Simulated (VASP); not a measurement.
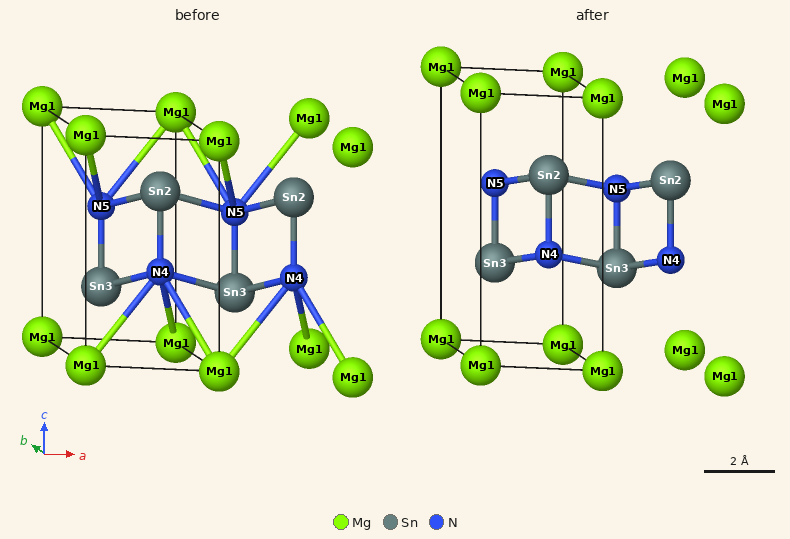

The structure of solid MgSn2N2 (a generated structure, set up in P-3m1) before (left) and after (right) a relaxation, at one scale.

The picture is a ball-and-stick view of the cell of the calculation, repeated 2 × 1 × 1 with one cell outlined, seen slightly off an axis.

The run lets cell and atoms move.

Computed with Kohn-Sham DFT of a periodic cell, PBE, VASP PAW PBE potentials, recommended (VASP).

Input file:
```
SYSTEM = MgSn2N2
PREC = Normal
ENCUT = 520
EDIFF = 1E-4
ISMEAR = 0
SIGMA = 0.15
LREAL = .FALSE.
LASPH = .TRUE.
NELM = 60
ALGO = Fast
ISIF = 3
LWAVE = .FALSE.
LCHARG = .FALSE.
GGA = PE
IBRION = 2
NSW = 24
EDIFFG = -0.08
```

Run as
```bash
cat potpaw_PBE.64/Mg/POTCAR potpaw_PBE.64/Sn_d/POTCAR potpaw_PBE.64/N/POTCAR > POTCAR
mpirun -np 1 vasp_std > vasp.out
```

Summarise the run.

Answer. The largest moves relative to the cell, 0.42 Å, are those of Sn2 and Sn3. Sn3 goes along +c. By element the largest moves are Sn 0.42 Å, N 0.05 Å. Mg stays in place. Cell: a = b 3.942 → 3.599 Å (−8.7 %), c 6.837 → 8.091 Å (+18.3 %). Volume −1.4 %. Among the contacts that change: Mg1–N4 3.469 → 3.769 Å, Sn2–N5 2.407 → 2.151 Å, Sn2–N4 2.385 → 2.360 Å. Among the angles between lasting bonds that change: N4–Sn3–N5 71.0° → 75.0°, Sn2–N5–Sn3 109.0° → 105.0°, N4–Sn3–N4 109.9° → 113.5°. The space group stays P-3m1 (No. 164). The energy falls by 334 meV per atom in 17 geometry steps. The largest force component goes from 3.1 to 0.072 eV/Å. Pressure: −6.48 GPa at the start and 0.10 GPa at the end.
